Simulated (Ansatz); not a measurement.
**What a change does: single-point calculation on Ga3Sb**

System: Ga3Sb (I4/mmm, 4 atoms in the cell).
Method of run A: DFT PBEsol, scalar-relativistic, plane waves, PAW, no spin polarisation (Ansatz 0.2.0).

The structure derives from a Materials Project entry. Text and figures count atoms from 1; the logs count them from 0 in places.

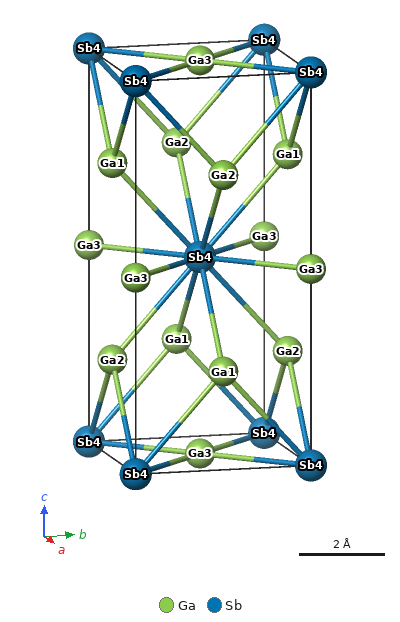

Fig. 1: The structure (ball-and-stick view of the cell 2 times as large as that of the calculation, set on its symmetry axes, seen slightly off an axis; atoms are numbered from 1 in the order of the input). An atom can appear more than once, as a periodic image.

**Input, run A**
```yaml
crystal:
  lattice:
    - [-2.158799, 2.158799, 4.760484]
    - [2.158799, -2.158799, 4.760484]
    - [2.158799, 2.158799, -4.760484]
  atoms:
    - { symbol: Ga, position: [0.75, 0.25, 0.5] }
    - { symbol: Ga, position: [0.25, 0.75, 0.5] }
    - { symbol: Ga, position: [0.5, 0.5, 0.0] }
    - { symbol: Sb, position: [0.0, 0.0, 0.0] }
basis:
  ecutwfc: 520
kpoints:
  mp_grid: { grid: [14, 14, 14] }
hamiltonian:
  xc: pbesol
scf:
  occupations: { method: gaussian, width: 0.1 }
output:
  forces: true
  stress: true
  eigenvalues: true
  write_density: true
  write_potential: true
  elf: true
  volumetric_format: npy
```

Launched with:
```bash
ansatz run input.yaml --threads 1 --pin off --max-ram 2560MiB --backend cpu --events-out ev --progress --plain --runs-dir out
```

Hardware: 1 thread of Intel Xeon @ 2.50GHz (Skylake/Cascade Lake), 189 GiB of memory available, shared host.

**Output, shortened to warnings, some set-up lines, iterations and results (run A)**
```
Basis set: ecut = 520 eV, 2397 PW (Γ), exchange–correlation on 90×90×90 points (8 copies of the dense FFT grid, shifted against one another)
Symmetry: 16 space group operations
k-points: 244 of 2744
Initial density: superposition of atomic densities (neutral atoms: chi_scale 0, normalization atom), corrected by the library's trained network
[...]
SCF iter   1: F=—  HF=-17637.312049 eV  |F-HF|=—  |Δ(HF+E_count)|=         —  Δρ=1.87e-3  dr2=2.70e-3  ethr=1.77e-3  ⟨swp⟩=6.6  Hψ=32804  notcnv=0  defer=14
SCF iter   2: F=—  HF=-17637.308262 eV  |F-HF|=—  |Δ(HF+E_count)|=   3.79e-3  Δρ=1.21e-3  dr2=8.98e-4  ethr=5.00e-6  ⟨swp⟩=2.0  Hψ=15260  notcnv=0  defer=17
SCF iter   3: F=—  HF=-17637.308028 eV  |F-HF|=—  |Δ(HF+E_count)|=   2.34e-4  Δρ=6.05e-4  dr2=3.18e-4  ethr=1.66e-6  ⟨swp⟩=2.9  Hψ=14104  notcnv=0  defer=17
SCF iter   4: F=—  HF=-17637.307938 eV  |F-HF|=—  |Δ(HF+E_count)|=   9.01e-5  Δρ=1.51e-4  dr2=2.05e-5  ethr=5.90e-7  ⟨swp⟩=2.4  Hψ=14026  notcnv=0  defer=17
SCF iter   5: F=—  HF=-17637.307951 eV  |F-HF|=—  |Δ(HF+E_count)|=   1.32e-5  Δρ=3.17e-5  dr2=9.73e-7  ethr=3.79e-8  ⟨swp⟩=2.0  Hψ=13447  notcnv=0  defer=17
SCF iter   6: F=—  HF=-17637.307951 eV  |F-HF|=—  |Δ(HF+E_count)|=   1.54e-7  Δρ=2.28e-5  dr2=2.92e-7  ethr=1.80e-9  ⟨swp⟩=2.0  Hψ=14360  notcnv=0  defer=17
SCF iter   7: F=-17637.307951 eV  HF=-17637.307951 eV  |F-HF|=4.78e-8  |Δ(HF+E_count)|=   3.22e-7  Δρ=9.19e-6  dr2=5.26e-8  ethr=1.85e-10  ⟨swp⟩=11.9  Hψ=68804  notcnv=0
SCF 1 converged in 7 iterations: F = -17637.307951 eV  dr2 = 5.26e-8
SCF converged after 7 iterations
Free energy (F): -17637.307951 eV
Harris-Foulkes:  -17637.307951 eV  (|F-HF|=4.78e-8)
Internal energy: -17637.298540 eV  (E = F + TS)
E sigma→0 (E₀):  -17637.303245 eV
Entropy (-TS):   -0.009411 eV (-2.353 meV/atom)
Fermi energy:    9.359353 eV
--- Per-component energies (eV) ---
  E_band       = -290.997568
  E_kinetic    = 548.730984
  E_local      = -6980.890114  (includes V_loc(G=0)·N_el)
  E_nonlocal   = 1633.053656
  E_hartree    = 3242.852403
  E_xc         = -343.337740
  E_vxc        = -270.361606  (∫ρ·V_xc dr)
  E_paw        = -10335.913199  (= ΣΔE_a)
  E_vpaw       = -1707.221230  (= ΣTr[D̂ρ^β])
  E_aug_tail   = -0.000047  (compensation charges beyond the density's cutoff)
  E_ewald      = -5404.715273
  E_core_change = 2.920790  (= ΣΔE_core)
  E_smearing   = -0.009411  (= −TS)
  E_closure    = -0.000000  (closes the sum)
  Σ components = -17637.307951   (vs F -17637.307951, Δ=0.00e0)
--- Forces (eV/Å), atoms counted from 1 ---
  atom   1  Ga    -0.00000000     0.00000000     0.00000000
  atom   2  Ga     0.00000000     0.00000000     0.00000000
  atom   3  Ga     0.00000000     0.00000000    -0.00000000
  atom   4  Sb    -0.00000000     0.00000000     0.00000000
  max |Σ_I F_I| component: 2.08e-17 eV/Å
--- Stress (GPa, compression-positive) ---
       -3.312322       0.000000       0.000000
        0.000000      -3.312322       0.000000
        0.000000       0.000000      -3.775613
  P = ⅓ Tr σ = -3.4668 GPa (-34.668 kbar)
```

The input of run B differs as follows (lines with − go, lines with + come):
```diff
-  ecutwfc: 520
+  ecutwfc: 420
+  populations: true
```

How does run B compare with run A?

The free energy of run B is 1.1 meV per atom higher, which measures how much it depends on this numerical setting. More plane waves can only lower the energy of a fixed Hamiltonian, so the higher cutoff gives the lower value. The SCF takes 8 iterations against 7. The plane waves at Γ go from 2397 to 1743.

**Output, shortened to warnings, some set-up lines, iterations and results (run B)**
```
Basis set: ecut = 420 eV, 1743 PW (Γ), exchange–correlation on 80×80×80 points (8 copies of the dense FFT grid, shifted against one another)
Symmetry: 16 space group operations
k-points: 244 of 2744
Initial density: superposition of atomic densities (neutral atoms: chi_scale 0, normalization atom), corrected by the library's trained network
[...]
SCF iter   1: F=—  HF=-17637.307395 eV  |F-HF|=—  |Δ(HF+E_count)|=         —  Δρ=1.91e-3  dr2=2.87e-3  ethr=1.77e-3  ⟨swp⟩=6.6  Hψ=32681  notcnv=0  defer=12
SCF iter   2: F=—  HF=-17637.303758 eV  |F-HF|=—  |Δ(HF+E_count)|=   3.64e-3  Δρ=1.15e-3  dr2=9.34e-4  ethr=5.31e-6  ⟨swp⟩=2.0  Hψ=15201  notcnv=0  defer=16
SCF iter   3: F=—  HF=-17637.303476 eV  |F-HF|=—  |Δ(HF+E_count)|=   2.82e-4  Δρ=5.06e-4  dr2=2.74e-4  ethr=1.73e-6  ⟨swp⟩=2.2  Hψ=13405  notcnv=0  defer=16
SCF iter   4: F=—  HF=-17637.303388 eV  |F-HF|=—  |Δ(HF+E_count)|=   8.76e-5  Δρ=1.67e-4  dr2=2.49e-5  ethr=5.07e-7  ⟨swp⟩=2.2  Hψ=14159  notcnv=0  defer=16
SCF iter   5: F=—  HF=-17637.303384 eV  |F-HF|=—  |Δ(HF+E_count)|=   4.34e-6  Δρ=4.53e-5  dr2=1.94e-6  ethr=4.62e-8  ⟨swp⟩=2.0  Hψ=14318  notcnv=0  defer=16
SCF iter   6: F=—  HF=-17637.303383 eV  |F-HF|=—  |Δ(HF+E_count)|=   7.30e-7  Δρ=3.23e-5  dr2=5.11e-7  ethr=3.59e-9  ⟨swp⟩=2.0  Hψ=14360  notcnv=0  defer=16
SCF iter   7: F=—  HF=-17637.303383 eV  |F-HF|=—  |Δ(HF+E_count)|=   3.28e-7  Δρ=1.52e-5  dr2=1.19e-7  ethr=9.46e-10  ⟨swp⟩=2.0  Hψ=13606  notcnv=0  defer=16
SCF iter   8: F=-17637.303383 eV  HF=-17637.303383 eV  |F-HF|=5.82e-11  |Δ(HF+E_count)|=   7.63e-8  Δρ=2.46e-6  dr2=5.10e-9  ethr=1.85e-10  ⟨swp⟩=11.3  Hψ=59050  notcnv=0
SCF 1 converged in 8 iterations: F = -17637.303383 eV  dr2 = 5.10e-9
SCF converged after 8 iterations
Free energy (F): -17637.303383 eV
Harris-Foulkes:  -17637.303383 eV  (|F-HF|=5.82e-11)
Internal energy: -17637.293970 eV  (E = F + TS)
E sigma→0 (E₀):  -17637.298676 eV
Entropy (-TS):   -0.009413 eV (-2.353 meV/atom)
Fermi energy:    9.359784 eV
--- Per-component energies (eV) ---
  E_band       = -290.866535
  E_kinetic    = 548.961391
  E_local      = -6980.339991  (includes V_loc(G=0)·N_el)
  E_nonlocal   = 1632.197693
  E_hartree    = 3242.326733
  E_xc         = -343.394615
  E_vxc        = -270.433071  (∫ρ·V_xc dr)
  E_paw        = -10335.250367  (= ΣΔE_a)
  E_vpaw       = -1705.907405  (= ΣTr[D̂ρ^β])
  E_aug_tail   = -0.000330  (compensation charges beyond the density's cutoff)
  E_ewald      = -5404.715273
  E_core_change = 2.920790  (= ΣΔE_core)
  E_smearing   = -0.009413  (= −TS)
  E_closure    = 0.000000  (closes the sum)
  Σ components = -17637.303383   (vs F -17637.303383, Δ=0.00e0)
--- Forces (eV/Å), atoms counted from 1 ---
  atom   1  Ga    -0.00000000     0.00000000     0.00000000
  atom   2  Ga     0.00000000     0.00000000     0.00000000
  atom   3  Ga    -0.00000000     0.00000000    -0.00000000
  atom   4  Sb    -0.00000000     0.00000000    -0.00000000
  max |Σ_I F_I| component: 2.08e-17 eV/Å
--- Stress (GPa, compression-positive) ---
       -3.311080       0.000000       0.000000
        0.000000      -3.311080      -0.000000
       -0.000000      -0.000000      -3.774489
  P = ⅓ Tr σ = -3.4655 GPa (-34.655 kbar)
--- Löwdin populations: 4 sites ---
  site symbol       q [e]
     0     Ga     13.0993
     1     Ga     13.0993
     2     Ga     13.1604
     3     Sb     14.5302
  spilling = 0.002051 (of n_electrons = 54.000000)
```

**The two runs side by side**

```tsv
quantity	run A	run B
outcome	converged	converged
free energy per atom (eV)	−4409.3270	−4409.3258
energy per atom, smearing taken to zero (eV)	−4409.3258	−4409.3247
gap on the mesh (eV)	0.00	0.00
pressure (GPa)	−3.47	−3.47
largest force (eV/Å)	0.000	0.000
SCF iterations	7	8
irreducible k-points	244	244
plane waves at Γ	2397	1743
wall time (shared host)	2.2 min	1.7 min
```
